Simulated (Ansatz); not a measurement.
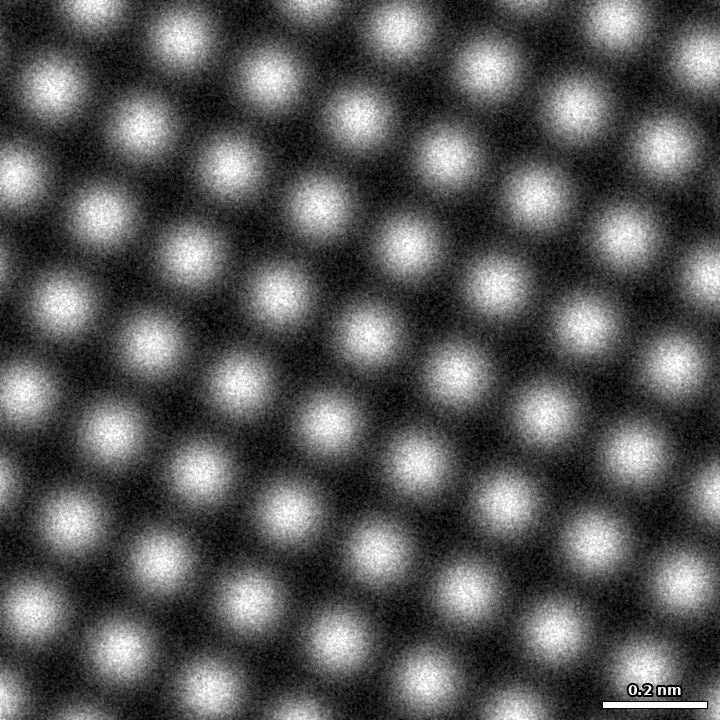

Dark-field STEM-like image of a crystal. Simulated incoherent Z contrast: every atom adds Z^1.7 spread by a probe of 0.94 Å full width; channelling and multiple scattering are left out. The probe carries 25 % of its weight in a tail 2.5 times as wide. The display is stretched by a gamma of 0.8; percentages refer to the linear signal. Shot noise was added.

Measure the repeat of the pattern.

The pattern repeats on a square net with a repeat of 1.9 Å.

What is the plane group of the image?

p4mm: fourfold points with mirror lines through them along the axes and the diagonals.

How many columns does the smallest repeating cell hold, and how many levels of brightness?

1 column in the primitive cell of 3.6 Å², all of one brightness.

The crystal is Ru (Fm-3m, No. 225) seen along [001]. Structure used: the geometry given to an electronic-structure calculation, possibly off equilibrium; the starting structure was generated, so it need not be a known form of this composition.
